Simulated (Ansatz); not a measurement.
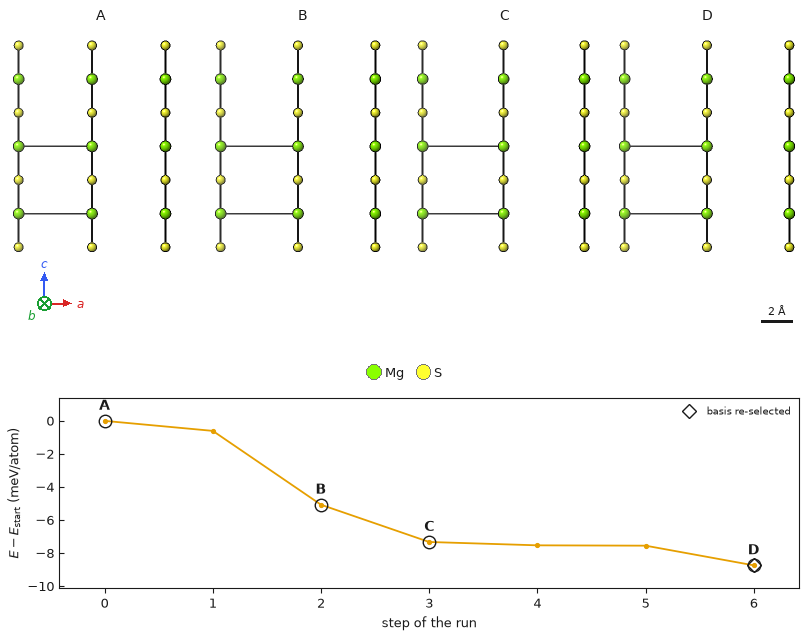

Frames of a relaxation of solid MgS (a generated structure, set up in P6/mmm), marked on the history of the run. A ball-and-stick model of the cell of the calculation, repeated 2 × 1 × 2 with one cell outlined, seen along the b axis.

These are results of DFT PBE, scalar-relativistic, plane waves, PAW (Ansatz 0.2.0), not measurements. (plane-wave cutoff 420 eV; k-point mesh 6 × 6 × 6; occupations gaussian; smearing width 0.02 eV; no spin polarisation; cell and atoms relaxed; force threshold 0.01 eV/Å; at most 80 steps)

Question: What happens along the run?

Answer: The energy falls by 8.7 meV per atom in 5 accepted moves (6 points after the start). All forces vanish by symmetry, so only the cell relaxes. The pressure goes from 0.11 to 0.03 GPa. At 1 point the geometry stayed and the basis and grid were re-selected for the new cell (energy shift of 1.2 meV per atom at most each time). No atom moves by more than 0.005 Å relative to the cell. Cell: a = b 5.609 → 6.291 Å (+12.2 %), c 4.450 → 4.455 Å (+0.1 %). Volume +26.0 %. The space group stays P6/mmm (No. 191). From step 0 to 2: volume +11.1 %, energy −5.1 meV per atom. From step 2 to 3: volume +9.5 %, energy −2.3 meV per atom. From step 3 to 6: volume +3.5 %, energy −1.4 meV per atom.

```tsv
step	E − E(0), meV/atom	pressure, GPa	volume, Å³/atom	note
0	0.00	0.11	60.609	
1	-0.61	0.11	61.224	
2	-5.07	0.06	67.344	
3	-7.32	0.01	73.763	
4	-7.53	-0.01	77.105	
5	-7.55	0.00	76.353	
6	-8.74	0.03	76.353	same geometry, new basis
```
